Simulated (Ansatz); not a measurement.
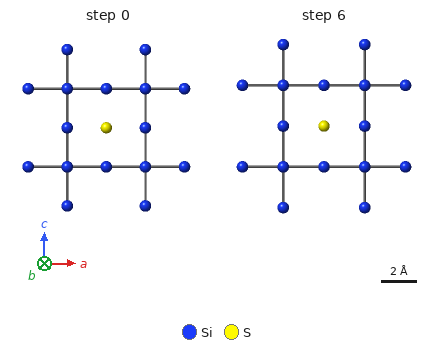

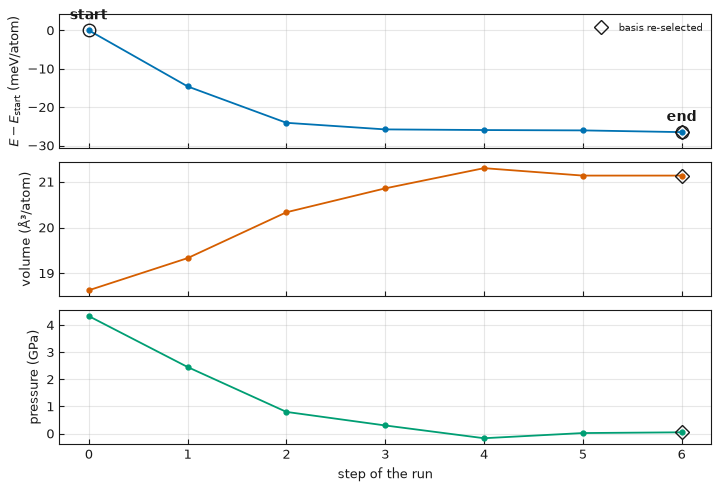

First and last geometry of a relaxation of crystalline Si3S2 (a generated structure, set up in Pm-3m), with the history of the run. Style: ball-and-stick. Shown: the cell of the calculation, along the b axis.

The calculation used Ansatz 0.2.0, DFT PBE, scalar-relativistic, plane waves, PAW.

Input
```yaml
crystal:
  lattice:
    - [4.53291986, 0.0, 0.0]
    - [0.0, 4.53291986, 0.0]
    - [0.0, 0.0, 4.53291986]
  atoms:
    - { symbol: Si, position: [0.5, 0.0, 0.0] }
    - { symbol: Si, position: [0.0, 0.5, 0.0] }
    - { symbol: Si, position: [0.0, 0.0, 0.5] }
    - { symbol: S, position: [0.5, 0.5, 0.5] }
    - { symbol: S, position: [0.0, 0.0, 0.0] }
basis:
  ecutwfc: 420
kpoints:
  mp_grid: { grid: [8, 8, 8] }
hamiltonian:
  xc: pbe
scf:
  occupations: { method: gaussian, width: 0.1 }
output:
  forces: true
  stress: true
  eigenvalues: true
  write_density: true
  write_potential: true
  elf: true
  volumetric_format: npy
relax:
  adjacent_minimum: "off"
  f_tol: 0.01
  max_steps: 80
  cell: { stress_tol: 0.05 }
```

Launched with:
```bash
ansatz run input.yaml --threads 1 --pin off --max-ram 2560MiB --backend cpu --events-out ev --progress --plain --runs-dir out
```

Question: Read the history and describe the run.

Answer: It converged. After 5 accepted moves (6 points after the start) the energy has fallen by 26.5 meV per atom. All forces vanish by symmetry, so only the cell relaxes. The pressure goes from 4.33 to 0.05 GPa. At 1 point the geometry stayed and the basis and grid were re-selected for the new cell (energy shift of 0.5 meV per atom at most each time). The atoms keep their places relative to the cell (all moves are under 0.005 Å). Cell: a = b = c 4.533 → 4.728 Å (+4.3 %). Volume +13.5 %. Some distances before and after: Si1–S5 2.266 → 2.364 Å. The space group stays Pm-3m (No. 221).
